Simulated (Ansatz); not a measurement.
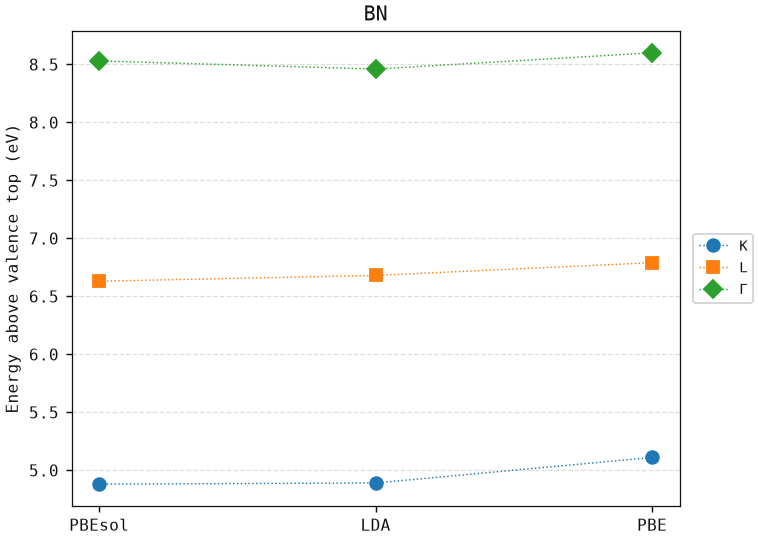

Lowest conduction level at each named k point, counted from the valence-band top at Γ, by several methods on one cell of wurtzite BN, space group P6_3mc (No. 186), 4 atoms in the cell, volume scaled by a factor 0.94; a = 2.502 Å, c = 4.141 Å (hexagonal axes). All runs are without spin-orbit coupling and carry no moments. The cell is at 26 GPa in PBE.

| method | program | K (eV) | L (eV) | Γ (eV) |
| --- | --- | --- | --- | --- |
| PBEsol | Ansatz | 4.88 | 6.63 | 8.53 |
| LDA | Ansatz | 4.89 | 6.68 | 8.46 |
| PBE | Ansatz | 5.11 | 6.79 | 8.60 |

Question: What does r2SCAN give? It was run as: r2SCAN, Ansatz PAW, 12×12×6 k mesh, 500 eV cutoff, Fermi-Dirac smearing of 0.05 eV (Ansatz).

Answer: A meta-GGA of this kind opens the gap over the LDA and GGA values shown, the highest of which is 5.11 eV (PBE) at K. r2SCAN gives 5.67 eV at K, 7.41 eV at L and 9.33 eV at Γ, which is +0.56 eV from PBE at K.

Question: Does r2SCAN shift these levels rigidly from PBE?

Answer: The shifts are +0.56 eV at K, +0.62 eV at L and +0.73 eV at Γ, and at points that aren't plotted +0.77 eV (A), +0.59 eV (M) and +0.72 eV (H): over the named points that both runs hold, a spread of 0.21 eV on a mean of 0.66 eV, so one shift describes them only roughly.

Question: How do the methods rank at K?

Answer: From low to high: PBEsol 4.88, LDA 4.89, PBE 5.11, r2SCAN 5.67 eV. Too close to rank are PBEsol against LDA.

Settings. PBEsol: Ansatz PAW, 12×12×6 k mesh, 420 eV cutoff, Fermi-Dirac smearing of 0.05 eV (Ansatz). LDA: Ansatz PAW, 12×12×6 k mesh, 420 eV cutoff, Fermi-Dirac smearing of 0.05 eV (Ansatz 0.2.0). PBE: Ansatz PAW, 12×12×6 k mesh, 420 eV cutoff, Fermi-Dirac smearing of 0.05 eV (Ansatz 0.2.0).

LDA, GGA and most meta-GGA functionals understate gaps. The usual form of BN is layered hexagonal. PBEsol, LDA and r2SCAN: the PAW data sets were made with another functional.
